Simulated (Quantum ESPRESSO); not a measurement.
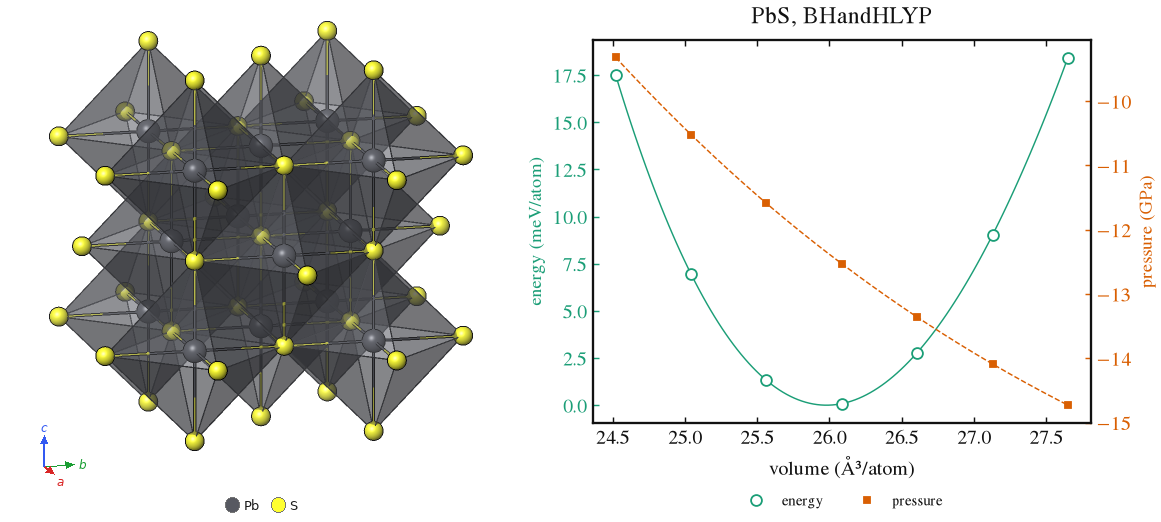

The figure shows the energy and pressure against volume for PbS, space group Fm-3m (No. 225). The conventional cell is drawn beside the plot.

Starting cell:
```cif
data_structure
_symmetry_space_group_name_H-M 'P 1'
_symmetry_Int_Tables_number 1
_cell_length_a 4.1942
_cell_length_b 4.1942
_cell_length_c 4.1942
_cell_angle_alpha 60.000
_cell_angle_beta 60.000
_cell_angle_gamma 60.000
_cell_volume 52.17
loop_
_atom_site_label
_atom_site_type_symbol
_atom_site_fract_x
_atom_site_fract_y
_atom_site_fract_z
_atom_site_occupancy
Pb1 Pb 0.00000 0.00000 0.00000 1
S1 S 0.50000 0.50000 0.50000 1
```

How it was computed, with Quantum ESPRESSO 7.5: plane-wave DFT, no spin polarisation; energies at scaled volumes of the given cell, shape and fractions fixed, counted from the fit's minimum, third-order Birch-Murnaghan fit. Level: BHandHLYP.

```csv
setting,value
k mesh,4×4×4
occupations,fixed
potentials,SG15 PBE 1.2
wave cutoff,761.9 eV
density cutoff,3048 eV
program settings,"exchange q mesh 2,2,2"
```

Give the fitted equation-of-state parameters.

Answer. A third-order Birch–Murnaghan fit gives V0 = 25.98 Å³/atom, B0 = 61.6 GPa and B′ = 4.5.

How does the pressure vary with volume?

Answer. It falls from −9.32 GPa at volume 24.52 Å³/atom to −14.73 GPa at 27.65 Å³/atom.

Caveats: coarse k mesh; coarse mesh for exact exchange; the fit and the printed pressures don't fully agree, or the minimum lies near the end of the range; potentials made for another functional; spin-orbit coupling left out, heavy elements.
